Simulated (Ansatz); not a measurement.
Consider WSe₂.

```
W Se
1.0
     3.32087    0.00000    0.00000
    -1.66043    2.87596    0.00000
     0.00000    0.00000   15.19427
W Se
2 4
Direct
  0.66667 0.33333 0.75000
  0.33333 0.66667 0.25000
  0.33333 0.66667 0.86045
  0.66667 0.33333 0.36045
  0.33333 0.66667 0.63955
  0.66667 0.33333 0.13955
```

Space group P6₃/mmc; a structure from a database of computed crystals, not necessarily the ambient phase; changed on purpose from its base cell (uniaxial strain along c, a, b and atoms relaxed: +1.0 %).

All numbers below come from Ansatz 0.2.0, DFT PBE, scalar-relativistic, plane waves, PAW.

Question: Predict the valence pseudo-density and electron localisation function between the atoms.

Answer: W–Se (2.55 Å): ρ is about 0.54 e/Å³ halfway; the ELF is about 0.55 at the midpoint.

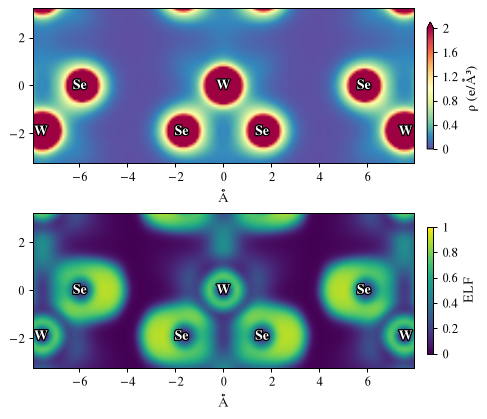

Computed valence pseudo-density and electron localisation function on the (110) plane of the conventional cell, in this order. 
